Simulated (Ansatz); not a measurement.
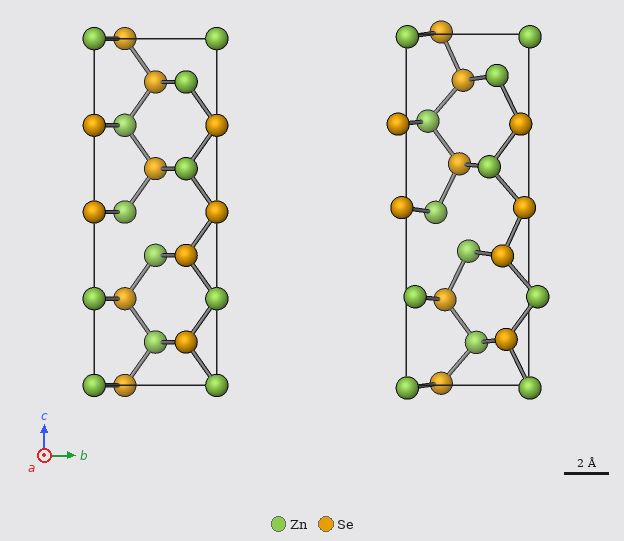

Two geometries of an interface cell of composition ZnSe, drawn at one scale. One is the start of a relaxation, the other its converged end. The picture is a ball-and-stick view of the cell of the calculation, seen along the a axis.

Method: Ansatz 0.2.0, DFT PBEsol, scalar-relativistic, plane waves, PAW. Settings: plane-wave cutoff 420 eV; k-point mesh 8 × 6 × 2; occupations gaussian; smearing width 0.05 eV; no spin polarisation; cell relaxed at fixed a, b, alpha, beta, gamma; force threshold 0.02 eV/Å; at most 45 steps.

Which geometry has the lower energy?

The right one is the relaxed one. Case: antiphase boundary on (1 1 0), species swapped. After 6 accepted moves (8 points after the start) the energy has fallen by 0.613 eV per cell of the calculation. Largest force component: 0.92 eV/Å at the start, 0.011 eV/Å at the end. The pressure goes from 2.19 to 0.49 GPa. The line search rejected the trial step at point 4 of the run. The SCF was repeated once at an unchanged geometry on a basis and grid sized afresh for the cell, which shifted the energy by 1.4 meV per cell of the calculation at most. The largest moves relative to the cell, 0.41 Å, are those of Zn atoms. By element the largest moves are Zn 0.41 Å, Se 0.38 Å. The volume changes by +1.3 %, with a unchanged at 3.983 Å, b unchanged at 5.633 Å, c 15.933 → 16.136 Å (+1.3 %). Some distances before and after: Zn–Zn 2.439 → 2.338 Å, Se–Zn 2.439 → 2.537 Å, Se–Zn 2.439 → 2.482 Å, Se–Zn 2.439 → 2.421 Å. Among the angles between lasting bonds that change: Se–Se–Zn 109.5° → 100.1°, Se–Zn–Se 109.5° → 101.1°, Zn–Se–Zn 109.5° → 117.6°.
